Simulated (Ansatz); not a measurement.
**Geometry relaxation, with input and output: Rh (part 1 of 2)**

Rh (slab, 7 atoms in the cell), computed with DFT, PBE, PAW with Ansatz's default frozen-core files, scalar-relativistic, no spin polarisation (Ansatz 0.2.0).

It belongs to a series of runs on one base structure; here: atoms relaxed, PAW files.

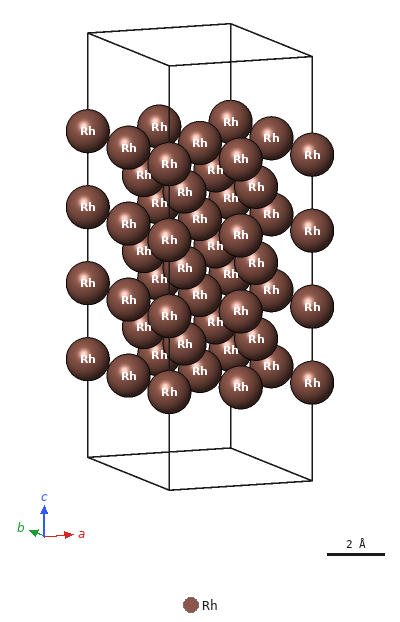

The input geometry (spheres-only view of the 2 × 2 repeat of the cell, with the vacuum cut short, seen slightly off an axis).

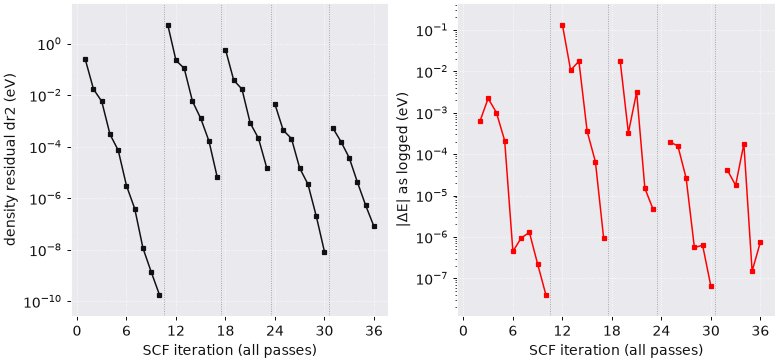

Convergence of the self-consistent field: density residual dr2 and size of the energy change against the SCF iteration. The dotted lines part the SCF passes of the relaxation: geometry steps, rejected trials and re-solves on a re-selected basis. The 5 passes take 6 to 10 iterations each, 36 in all.

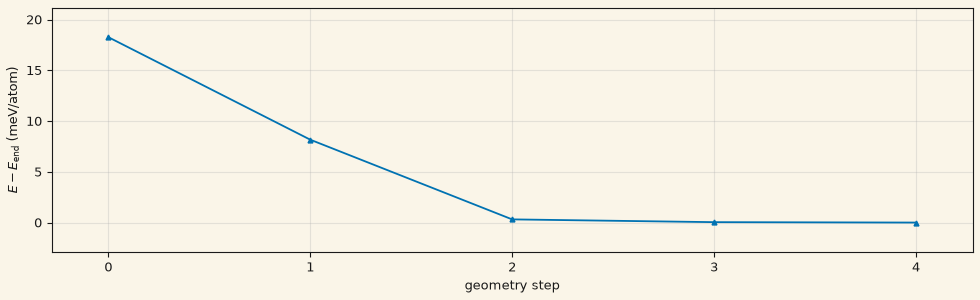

Progress of the relaxation, step by step (the first geometry is step 0 here and step 1 in the log).

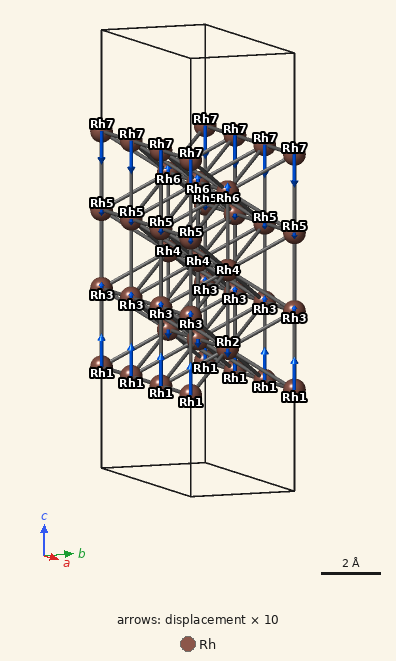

The starting structure with the displacements as blue arrows, magnified 10 times (ball-and-stick view of the 3 × 1 repeat of the cell, with the vacuum cut short, seen slightly off an axis). The largest moves, 0.12 Å, are those of Rh1 and Rh7. The lattice vectors keep their values. Among the contacts that change: Rh1–Rh3 2.710 → 2.616 Å, Rh1–Rh2 2.710 → 2.639 Å, Rh3–Rh5 2.710 → 2.666 Å, Rh2–Rh3 2.710 → 2.737 Å. The energy falls by 18.3 meV per atom in 4 geometry steps. Largest force component: 0.95 eV/Å at the start, 0.0058 eV/Å at the end. (Atoms are counted from 1 in the order of the input.)

The input that produced these results follows, with the program's output.

Input
```yaml
crystal:
  lattice:
    - [2.7095956933, 0.0, 0.0]
    - [0.0, 3.831946978, 0.0]
    - [0.0, 0.0, 24.1288]
  atoms:
    - { symbol: Rh, position: [0.0, 0.0, 0.3315542613] }
    - { symbol: Rh, position: [0.5, 0.5, 0.3877028409] }
    - { symbol: Rh, position: [0.0, 0.0, 0.4438514204] }
    - { symbol: Rh, position: [0.5, 0.5, 0.5] }
    - { symbol: Rh, position: [0.0, 0.0, 0.5561485796] }
    - { symbol: Rh, position: [0.5, 0.5, 0.6122971591] }
    - { symbol: Rh, position: [0.0, 0.0, 0.6684457387] }
kpoints:
  mp_grid: { grid: [12, 9, 1] }
scf:
  occupations: { method: fermi_dirac, width: 0.1 }
hamiltonian:
  xc: pbe
  pseudopotentials: { kind: paw }
output:
  forces: true
  stress: true
  eigenvalues: true
relax:
  f_tol: 0.01
  max_steps: 40
efield:
  axis: 3
  amplitude: 0
  dipole_correction: true
```

Run as:
```bash
ansatz run input.yaml --threads 3 --pin off --max-ram 8192MiB --backend cpu --events-out ev --progress --plain --runs-dir out
```

Log
```
Warning: output.stress: scf.convergence.dr2_threshold = 1e-7 eV (the SCF's general default) is looser than the 7e-10 eV advised for a printed stress (1e-10 eV for each atom of the cell: 7). What an SCF threshold leaves in a stress goes as its square root, and in the free energy as the threshold itself, and one threshold admits the most on a small cell: of the crystals measured, under no hybrid functional and no lock of the moments, on runs that ended without the residual-converged pass, on stresses that held no estimate of that error, the worst erred by over 100 MPa in a component at 1e-7 eV an atom and by under 5 at 1e-10. Every solve of this run answers to scf.convergence.dr2_threshold, and the tensor of one is reported: a single SCF on the reported geometry and on this run's grids (its basis.xc_grid and basis.ecutrho_ratio typed), with scf.convergence.dr2_threshold at 7e-10 eV or tighter, prints it and tightens no other solve. Else set scf.convergence.dr2_threshold to 7e-10 eV or tighter. The threshold is an SCF's pass mark: one that does not reach it within its budget of iterations ends unconverged, or closes short of it on a stop that the run arms, and scf.convergence.dr2_threshold's page says what that costs each kind of run
Engine: ansatz 0.2.0, x86_64-unknown-linux-gnu
Pseudopotentials: kind: paw
Pseudopotential: Rh, paw, valence charge 17, recommended cutoff 420 eV (normal), Rh.paw.azcp
Functional definition: PBE
  parameter kappa = 0.804
  parameter beta = 0.06672455060314922
  exchange = pbe_x(kappa = kappa, mu = beta*pi^2/3)
  correlation = pbe_c(beta = beta)
Crystal: 7 atoms, lattice volume = 250.530 Å³
Basis set: ecut = 420 eV, 4897 PW (Γ), exchange–correlation on 40×54×324 points (8 copies of the dense FFT grid, shifted against one another)
Bands: 72, of which v1, the nominal top of the filled ones, is band 60 counted from 1 (59 counted from 0)
Symmetry: 4 space group operations
k-points: 35 of 108
Non-local potential: Rh, projectors of the file, l = 0: 3, l = 1: 2, l = 2: 2, l = 3: 1
PAW form: soft (Blöchl's): semilocal exchange-correlation on the pseudo side does not see the compensation charge
PAW one-centre angular grid: Rh, 590 points (default); XC on 64 Gauss nodes
Initial density: superposition of atomic densities (neutral atoms: chi_scale 0, normalization atom), corrected by the library's trained network
Initial wavefunctions: pseudopotential atomic-orbital guess
Functional: x = pbe(κ = 0.804, μ = 0.2195149727645171), c = pbe(β = 0.06672455060314922)
SCF iter   1: F=—  HF=-44817.140614 eV  |F-HF|=—  |Δ(HF+E_count)|=         —  Δρ=6.20e-3  dr2=2.48e-1  ethr=1.77e-3  p=0.000 e·Å  D=4.05e-13 V/Å  ΔV_dip=-0.00 eV  dr2_dipole=1.02e-6  V_vac-E_F(+/−)=4.40/4.40 eV  ⟨swp⟩=7.7  Hψ=10867  notcnv=0  defer=19
efield: sawtooth ramp at fractional position 0.9500 (placed from the atoms, in the widest stretch of the axis that holds none; the zero of the levels goes with the place), width 0.1000; the density the first Hamiltonian is built on has a dipole p = 0.000 e·Å; the dipole correction subtracts the counter field D = 4.05e-13 V/Å, which shifts the + side's vacuum level by -0.00 eV against the − side's; the planar-averaged density in the ramp window peaks in size at 5.0e-5 e/Å³
preconditioner: auto → LDOS  [metal: Δε(μ)=0.004 eV  Ē_g=5.263 eV  σ=0.100 eV  W_gap=0.01  n_scr=54 (ndim 8)  ℏωp=18.6 eV  f_vac=0.544  D(μ)=12.46/eV (n_scr^D=118)  β→1.0]
SCF iter   2: F=—  HF=-44817.139995 eV  |F-HF|=—  |Δ(HF+E_count)|=   6.20e-4  Δρ=2.77e-3  dr2=1.72e-2  ethr=2.09e-4  p=0.000 e·Å  D=5.83e-6 V/Å  ΔV_dip=-0.00 eV  dr2_dipole=1.09e-6  V_vac-E_F(+/−)=4.67/4.67 eV  ⟨swp⟩=2.3  Hψ=3445  notcnv=0  defer=40
SCF iter   3: F=—  HF=-44817.137779 eV  |F-HF|=—  |Δ(HF+E_count)|=   2.22e-3  Δρ=1.30e-3  dr2=5.75e-3  ethr=1.44e-5  p=0.000 e·Å  D=1.53e-6 V/Å  ΔV_dip=-0.00 eV  dr2_dipole=1.23e-7  V_vac-E_F(+/−)=4.64/4.64 eV  ⟨swp⟩=3.5  Hψ=5796  notcnv=0  defer=40
SCF iter   4: F=—  HF=-44817.136773 eV  |F-HF|=—  |Δ(HF+E_count)|=   1.01e-3  Δρ=3.17e-4  dr2=3.03e-4  ethr=4.83e-6  p=0.000 e·Å  D=1.10e-6 V/Å  ΔV_dip=-0.00 eV  dr2_dipole=2.12e-8  V_vac-E_F(+/−)=4.66/4.66 eV  ⟨swp⟩=2.0  Hψ=3556  notcnv=0  defer=40
SCF iter   5: F=—  HF=-44817.136559 eV  |F-HF|=—  |Δ(HF+E_count)|=   2.13e-4  Δρ=9.84e-5  dr2=7.22e-5  ethr=2.55e-7  p=0.000 e·Å  D=7.61e-7 V/Å  ΔV_dip=-0.00 eV  dr2_dipole=7.91e-10  V_vac-E_F(+/−)=4.67/4.67 eV  ⟨swp⟩=2.1  Hψ=3723  notcnv=0  defer=39
SCF iter   6: F=—  HF=-44817.136560 eV  |F-HF|=—  |Δ(HF+E_count)|=   4.47e-7  Δρ=2.71e-5  dr2=3.07e-6  ethr=6.07e-8  p=0.000 e·Å  D=2.47e-7 V/Å  ΔV_dip=-0.00 eV  dr2_dipole=5.00e-10  V_vac-E_F(+/−)=4.68/4.68 eV  ⟨swp⟩=2.1  Hψ=3590  notcnv=0  defer=39
iter 7 did not close the SCF: its close was put off until two iterations running show no level that it waits for move by more than its bar (scf_convergence_deferred on its scf_iter line)
SCF iter   7: F=-44817.136562 eV  HF=-44817.136561 eV  |F-HF|=1.23e-6  |Δ(HF+E_count)|=   9.41e-7  Δρ=1.02e-5  dr2=3.93e-7  ethr=2.10e-9  p=0.000 e·Å  D=5.00e-8 V/Å  ΔV_dip=-0.00 eV  dr2_dipole=2.77e-10  V_vac-E_F(+/−)=4.68/4.68 eV  ⟨swp⟩=12.4  Hψ=10852  notcnv=0
iter 8 did not close the SCF: its close was put off until two iterations running show no level that it waits for move by more than its bar (scf_convergence_deferred on its scf_iter line)
SCF iter   8: F=-44817.136562 eV  HF=-44817.136562 eV  |F-HF|=2.57e-7  |Δ(HF+E_count)|=   1.29e-6  Δρ=2.94e-6  dr2=1.15e-8  ethr=3.30e-10  p=-0.000 e·Å  D=-4.55e-9 V/Å  ΔV_dip=0.00 eV  dr2_dipole=6.16e-13  V_vac-E_F(+/−)=4.68/4.68 eV  ⟨swp⟩=5.2  Hψ=8151  notcnv=0
iter 9 did not close the SCF: its close was put off until two iterations running show no level that it waits for move by more than its bar (scf_convergence_deferred on its scf_iter line)
SCF iter   9: F=-44817.136562 eV  HF=-44817.136562 eV  |F-HF|=4.09e-8  |Δ(HF+E_count)|=   2.21e-7  Δρ=7.75e-7  dr2=1.37e-9  ethr=9.70e-12  p=-0.000 e·Å  D=-1.18e-8 V/Å  ΔV_dip=0.00 eV  dr2_dipole=6.08e-13  V_vac-E_F(+/−)=4.68/4.68 eV  ⟨swp⟩=2.9  Hψ=6973  notcnv=0
SCF iter  10: F=-44817.136562 eV  HF=-44817.136562 eV  |F-HF|=1.87e-9  |Δ(HF+E_count)|=   4.00e-8  Δρ=2.19e-7  dr2=1.78e-10  ethr=1.15e-12  p=-0.000 e·Å  D=-3.76e-9 V/Å  ΔV_dip=0.00 eV  dr2_dipole=5.23e-14  V_vac-E_F(+/−)=4.68/4.68 eV  ⟨swp⟩=2.5  Hψ=6789  notcnv=0
SCF 1 converged in 10 iterations: F = -44817.136562 eV  dr2 = 1.78e-10
  greatest PAW one-centre occupation: 1.000 electrons in one spin orbital (limit 2), on the Rh atom at site 4 (counted from 0), in its partial waves of l = 0
relax step   1: F+E_penalty+E_count = -44817.13656214 eV  Δ(F+E_penalty+E_count) = +0.000e0 eV  max|allowed force component| = 9.467e-1 eV/Å  Δτ_max = 0.0000 Å  (10 SCF iters, dr2 threshold 2.50e-6 eV, accepted)
Initial density: handed on by an earlier stage of this run
Initial wavefunctions: those handed on with the density
SCF iter   1: F=—  HF=-44817.368981 eV  |F-HF|=—  |Δ(HF+E_count)|=         —  Δρ=2.64e-2  dr2=5.47e0  ethr=3.10e-3  p=-0.000 e·Å  D=-3.76e-9 V/Å  ΔV_dip=0.00 eV  dr2_dipole=6.70e-11  V_vac-E_F(+/−)=4.60/4.60 eV  ⟨swp⟩=5.7  Hψ=6649  notcnv=0  defer=7
efield: sawtooth ramp at fractional position 0.9500 (handed on by an earlier solve), width 0.1000; the density the first Hamiltonian is built on has a dipole p = -0.000 e·Å; the dipole correction subtracts the counter field D = -3.76e-9 V/Å, which shifts the + side's vacuum level by +0.00 eV against the − side's; the planar-averaged density in the ramp window peaks in size at 1.3e-5 e/Å³
preconditioner: auto → LDOS  [metal: Δε(μ)=0.014 eV  Ē_g=5.535 eV  σ=0.100 eV  W_gap=0.03  n_scr=54 (ndim 8)  ℏωp=18.6 eV  f_vac=0.559  D(μ)=12.46/eV (n_scr^D=118)  β→1.0]
SCF iter   2: F=—  HF=-44817.235208 eV  |F-HF|=—  |Δ(HF+E_count)|=   1.34e-1  Δρ=1.06e-2  dr2=2.24e-1  ethr=3.10e-3  p=0.000 e·Å  D=4.05e-10 V/Å  ΔV_dip=-0.00 eV  dr2_dipole=1.43e-11  V_vac-E_F(+/−)=4.71/4.71 eV  ⟨swp⟩=2.0  Hψ=3158  notcnv=0  defer=40
SCF iter   3: F=—  HF=-44817.224577 eV  |F-HF|=—  |Δ(HF+E_count)|=   1.06e-2  Δρ=6.97e-3  dr2=1.10e-1  ethr=1.88e-4  p=0.000 e·Å  D=6.45e-8 V/Å  ΔV_dip=-0.00 eV  dr2_dipole=1.04e-11  V_vac-E_F(+/−)=4.60/4.60 eV  ⟨swp⟩=2.7  Hψ=4993  notcnv=0  defer=40
SCF iter   4: F=—  HF=-44817.206948 eV  |F-HF|=—  |Δ(HF+E_count)|=   1.76e-2  Δρ=1.26e-3  dr2=5.80e-3  ethr=9.24e-5  p=-0.000 e·Å  D=-3.16e-8 V/Å  ΔV_dip=0.00 eV  dr2_dipole=2.48e-10  V_vac-E_F(+/−)=4.67/4.67 eV  ⟨swp⟩=2.0  Hψ=3879  notcnv=0  defer=40
SCF iter   5: F=—  HF=-44817.207304 eV  |F-HF|=—  |Δ(HF+E_count)|=   3.56e-4  Δρ=5.39e-4  dr2=1.26e-3  ethr=4.88e-6  p=0.000 e·Å  D=8.23e-8 V/Å  ΔV_dip=-0.00 eV  dr2_dipole=1.31e-11  V_vac-E_F(+/−)=4.67/4.67 eV  ⟨swp⟩=2.6  Hψ=4070  notcnv=0  defer=40
SCF iter   6: F=—  HF=-44817.207238 eV  |F-HF|=—  |Δ(HF+E_count)|=   6.58e-5  Δρ=2.14e-4  dr2=1.65e-4  ethr=1.06e-6  p=0.000 e·Å  D=3.45e-8 V/Å  ΔV_dip=-0.00 eV  dr2_dipole=6.37e-11  V_vac-E_F(+/−)=4.68/4.68 eV  ⟨swp⟩=2.0  Hψ=3618  notcnv=0  defer=40
SCF iter   7: F=-44817.207240 eV  HF=-44817.207237 eV  |F-HF|=2.93e-6  |Δ(HF+E_count)|=   9.44e-7  Δρ=4.94e-5  dr2=6.61e-6  ethr=4.71e-8  p=-0.000 e·Å  D=-1.43e-8 V/Å  ΔV_dip=0.00 eV  dr2_dipole=7.41e-11  V_vac-E_F(+/−)=4.68/4.68 eV  ⟨swp⟩=10.5  Hψ=12132  notcnv=0
SCF 2 converged in 7 iterations: F = -44817.207240 eV  dr2 = 6.61e-6
relax step   2: F+E_penalty+E_count = -44817.20723975 eV  Δ(F+E_penalty+E_count) = -7.068e-2 eV  max|allowed force component| = 7.429e-1 eV/Å  Δτ_max = 0.1947 Å  (7 SCF iters, dr2 threshold 5.60e-5 eV, accepted)
iter 1 solved again at ethr=4.78e-4 eV; its pass at ethr=3.10e-3 eV (dr2=5.69e-1 eV) is discarded
SCF iter   1: F=—  HF=-44817.283092 eV  |F-HF|=—  |Δ(HF+E_count)|=         —  Δρ=9.33e-3  dr2=5.94e-1  ethr=4.78e-4  p=-0.000 e·Å  D=-1.43e-8 V/Å  ΔV_dip=0.00 eV  dr2_dipole=1.68e-11  V_vac-E_F(+/−)=4.70/4.70 eV  ⟨swp⟩=1.1  Hψ=8109  notcnv=0  defer=39
efield: sawtooth ramp at fractional position 0.9500 (handed on by an earlier solve), width 0.1000; the density the first Hamiltonian is built on has a dipole p = -0.000 e·Å; the dipole correction subtracts the counter field D = -1.43e-8 V/Å, which shifts the + side's vacuum level by +0.00 eV against the − side's; the planar-averaged density in the ramp window peaks in size at 1.7e-6 e/Å³
preconditioner: auto → LDOS  [metal: Δε(μ)=0.020 eV  Ē_g=5.433 eV  σ=0.100 eV  W_gap=0.05  n_scr=54 (ndim 8)  ℏωp=18.6 eV  f_vac=0.553  D(μ)=11.86/eV (n_scr^D=106)  β→1.0]
SCF iter   2: F=—  HF=-44817.265036 eV  |F-HF|=—  |Δ(HF+E_count)|=   1.81e-2  Δρ=3.14e-3  dr2=3.83e-2  ethr=4.78e-4  p=0.000 e·Å  D=2.65e-8 V/Å  ΔV_dip=-0.00 eV  dr2_dipole=7.09e-13  V_vac-E_F(+/−)=4.68/4.68 eV  ⟨swp⟩=2.4  Hψ=2778  notcnv=0  defer=39
SCF iter   3: F=—  HF=-44817.265364 eV  |F-HF|=—  |Δ(HF+E_count)|=   3.27e-4  Δρ=2.14e-3  dr2=1.72e-2  ethr=3.22e-5  p=0.000 e·Å  D=6.49e-8 V/Å  ΔV_dip=-0.00 eV  dr2_dipole=3.10e-12  V_vac-E_F(+/−)=4.72/4.72 eV  ⟨swp⟩=3.4  Hψ=5873  notcnv=0  defer=39
SCF iter   4: F=—  HF=-44817.262220 eV  |F-HF|=—  |Δ(HF+E_count)|=   3.14e-3  Δρ=6.29e-4  dr2=8.28e-4  ethr=1.45e-5  p=0.000 e·Å  D=1.85e-8 V/Å  ΔV_dip=-0.00 eV  dr2_dipole=8.77e-12  V_vac-E_F(+/−)=4.70/4.70 eV  ⟨swp⟩=2.0  Hψ=3684  notcnv=0  defer=39
SCF iter   5: F=—  HF=-44817.262205 eV  |F-HF|=—  |Δ(HF+E_count)|=   1.49e-5  Δρ=2.28e-4  dr2=2.12e-4  ethr=6.95e-7  p=-0.000 e·Å  D=-7.44e-10 V/Å  ΔV_dip=0.00 eV  dr2_dipole=1.36e-13  V_vac-E_F(+/−)=4.69/4.69 eV  ⟨swp⟩=2.0  Hψ=3667  notcnv=0  defer=39
SCF iter   6: F=-44817.262201 eV  HF=-44817.262210 eV  |F-HF|=8.38e-6  |Δ(HF+E_count)|=   4.63e-6  Δρ=6.53e-5  dr2=1.52e-5  ethr=2.90e-8  p=-0.000 e·Å  D=-1.51e-8 V/Å  ΔV_dip=0.00 eV  dr2_dipole=2.09e-12  V_vac-E_F(+/−)=4.69/4.69 eV  ⟨swp⟩=11.2  Hψ=12410  notcnv=0
SCF 3 converged in 6 iterations: F = -44817.262201 eV  dr2 = 1.52e-5
relax step   3: F+E_penalty+E_count = -44817.26220133 eV  Δ(F+E_penalty+E_count) = -5.496e-2 eV  max|allowed force component| = 1.568e-1 eV/Å  Δτ_max = 0.0734 Å  (6 SCF iters, dr2 threshold 3.45e-5 eV, accepted)
```
